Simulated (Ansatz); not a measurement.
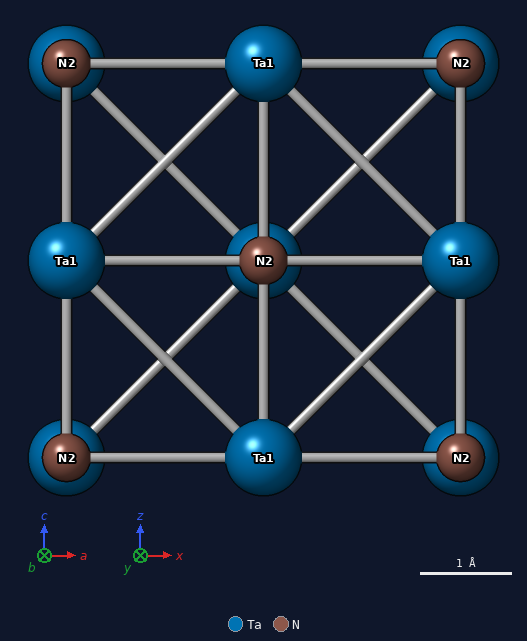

Energy scan for crystalline TaN (Fm-3m), in which the ratio of the cell's length along z to its lengths across, counted as 1 for the reference, is changed at fixed volume (a tetragonal or Bain path), with the atoms kept at their fractional coordinates. x, y and z are the Cartesian axes of the input. The picture shows the reference cell. A ball-and-stick model of the conventional cell (4 times the calculation's cell), seen along the b axis. Lengths and directions refer to the drawn axes.

The calculation used Ansatz, DFT LDA, scalar-relativistic, plane waves, PAW. (plane-wave cutoff 420 eV; k-point mesh 20 × 20 × 20; occupations gaussian; smearing width 0.15 eV; no spin polarisation). Energies (free energies at the smearing named) are counted from the cell as listed in its source, which wasn't relaxed.

```
CELL_PARAMETERS angstrom
0.00000 2.17900 2.17900
2.17900 0.00000 2.17900
2.17900 2.17900 0.00000
ATOMIC_POSITIONS crystal
Ta 0.50000 0.50000 0.50000
N 0.00000 0.00000 0.00000
```

Predict the energy profile (the relative ratio: 0.650, 0.707, 0.780, 0.850, 0.920, 1.000, 1.100, 1.200, 1.300, 1.414).

Answer.
```csv
axial ratio over its reference value,ΔE (meV/atom)
0.650,4050
0.707,2399
0.780,1091
0.850,431
0.920,109
1.000,0
1.100,101
1.200,305
1.300,579
1.414,983
```

The lowest computed point lies at the relative ratio 1.00 (0 meV/atom). The unrelaxed reference is under a pressure of −2.5 GPa. The distortion takes the space group from Fm-3m to I4/mmm. At the relative ratio 1.414 the cell of the drawing goes a 4.358 → 3.883 Å, b 4.358 → 3.883 Å, c 4.358 → 5.490 Å.
